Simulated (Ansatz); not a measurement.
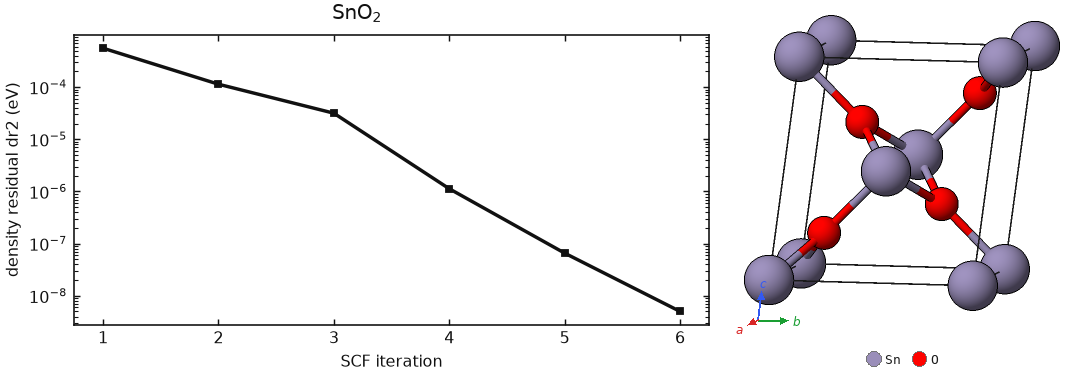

Beside the plot: the structure in its conventional cell.

The plot shows the SCF iterations of a calculation: density residual dr2. The starting density is a sum of atomic densities corrected by a trained network, so the first residual is already small.

SnO2 (6 atoms in the cell), run with Ansatz.

```
crystal:
  lattice:
    - [4.8277049966, 0.0, 0.0905194687]
    - [0.0, 4.8277049966, 0.0]
    - [0.0607123301, 0.0, 3.2379909407]
  atoms:
    - { symbol: Sn, position: [0.0, 0.0, 0.0] }
    - { symbol: Sn, position: [0.5, 0.5, 0.5] }
    - { symbol: O, position: [0.3066050867, 0.3066050867, 0.0] }
    - { symbol: O, position: [0.1933949133, 0.8066050867, 0.5] }
    - { symbol: O, position: [0.6933949133, 0.6933949133, 0.0] }
    - { symbol: O, position: [0.8066050867, 0.1933949133, 0.5] }
basis:
  ecutwfc: 420
kpoints:
  mp_grid: { grid: [6, 6, 8] }
hamiltonian:
  xc: pbe
scf:
  occupations: { method: fixed }
  max_iter: 60
output:
  forces: true
  eigenvalues: true
  stress: true
```

Launched with:
```bash
ansatz run input.yaml --threads 1 --pin off --max-ram 2560MiB --backend cpu --events-out ev --progress --plain --runs-dir out
```

> Was self-consistency reached?

It converged, after 6 iterations. The residual falls at every step. From the first spectrum the program read the system as an insulator and chose the Resta preconditioner. The program put off closing at iteration 5, as it still lacked some of its checks.

> Is anything amiss with this input?

The input holds an odd setting (fixed occupations whatever the gap), but it does no harm here: the energy lies within 1 meV per atom of a run with usual settings.
